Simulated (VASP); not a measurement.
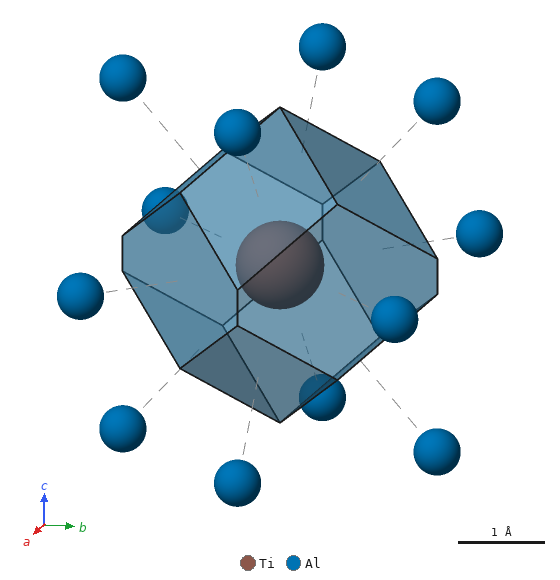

Voronoi–Dirichlet polyhedron, computed geometrically; every face belongs to one neighbour and no atomic radii are used. Central atom: Ti (2a) in TiAl3; faces take the colour of the neighbour behind them. Source: a cell listed in the Materials Project, as set up for an electronic-structure calculation.

TiAl3, space group I4/mmm (No. 139), a = 3.822 Å, b = 3.822 Å, c = 8.561 Å, α = 90.00°, β = 90.00°, γ = 90.00°

| site | Wyckoff | x | y | z |
| --- | --- | --- | --- | --- |
| Ti | 2a | 0.0000 | 0.0000 | 0.0000 |
| Al1 | 4d | 0.5000 | 0.0000 | 0.2500 |
| Al2 | 2b | 0.5000 | 0.5000 | 0.0000 |

### Give the Voronoi index ⟨n3,n4,n5,n6,…⟩ (numbers of faces with 3, 4, 5, 6 … edges).

12 faces, index ⟨0,8,0,4⟩: an elongated dodecahedron.

### Tabulate the neighbours by distance and solid angle.

```
neighbour  faces  distance (Å)  solid angle (% of sphere)
       Al      4          2.70                       41.5
       Al      8          2.87                       58.5
```
